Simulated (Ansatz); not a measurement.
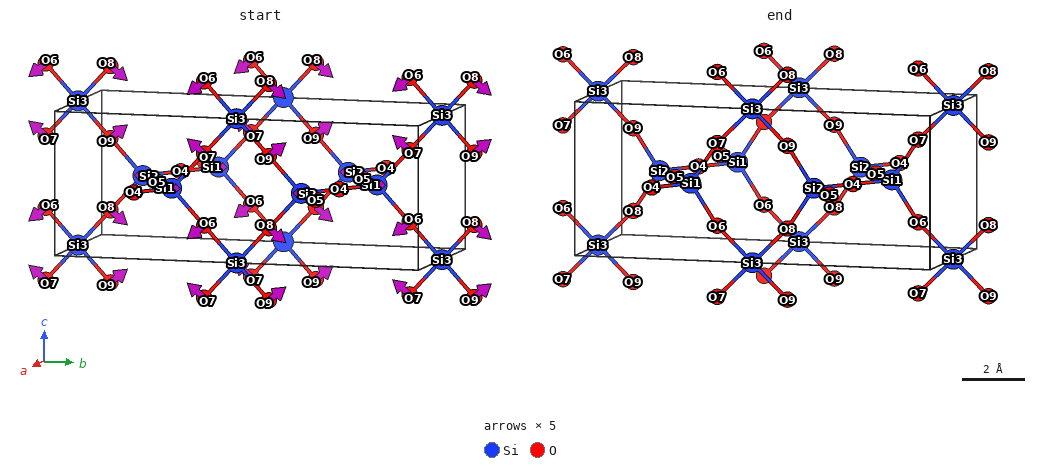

The structure of solid SiO₂ (a generated structure, set up in Cmmm) (coarse preliminary run) before (left) and after (right) a relaxation, at one scale. The purple arrows give the displacements (the part carried along by the change of the cell is left out), 5 times their true length.

A ball-and-stick model of the conventional cell (2 times the calculation's cell), seen slightly off an axis. Lengths and directions refer to the drawn axes.

Method: DFT PBE, scalar-relativistic, plane waves, PAW (Ansatz 0.2.0). (plane-wave cutoff 420 eV; k-point mesh 4 × 4 × 4; occupations gaussian; smearing width 0.1 eV; no spin polarisation; cell and atoms relaxed; force threshold 0.04 eV/Å; at most 70 steps)

Describe what moved and what it gained.

Answer. The largest moves relative to the cell, 0.15 Å, are those of O6, O7, O8 and O9. O7 goes along [0 −1 2]. Largest moves by element: O 0.15 Å, Si 0.06 Å. The volume changes by +3.7 %, with a 5.324 → 5.304 Å (−0.4 %), b 12.301 → 12.009 Å (−2.4 %), c 4.716 → 5.028 Å (+6.6 %). Among the contacts that change: Si3–O6 1.609 → 1.662 Å, Si1–O4 1.598 → 1.617 Å, Si1–O6 1.609 → 1.618 Å. Among the angles between lasting bonds that change: O8–Si2–O9 94.2° → 113.3°, Si2–O8–Si3 180.0° → 167.7°, O6–Si3–O7 94.2° → 88.7°. The space group stays Cmmm (No. 65). After 5 accepted moves (7 points after the start) the energy has fallen by 1.098 eV per cell of the calculation. The largest force component goes from 2.7 to 0.032 eV/Å. The pressure goes from 8.22 to 0.02 GPa. At 2 points the geometry stayed and the basis and grid were re-selected for the new cell (energy shift of 34.1 meV per cell of the calculation at most each time). Cost: 24 s on 1 thread of AMD EPYC 9R45 96-Core Processor (Zen 5), with other jobs on the host, peak memory 0.47 GiB.
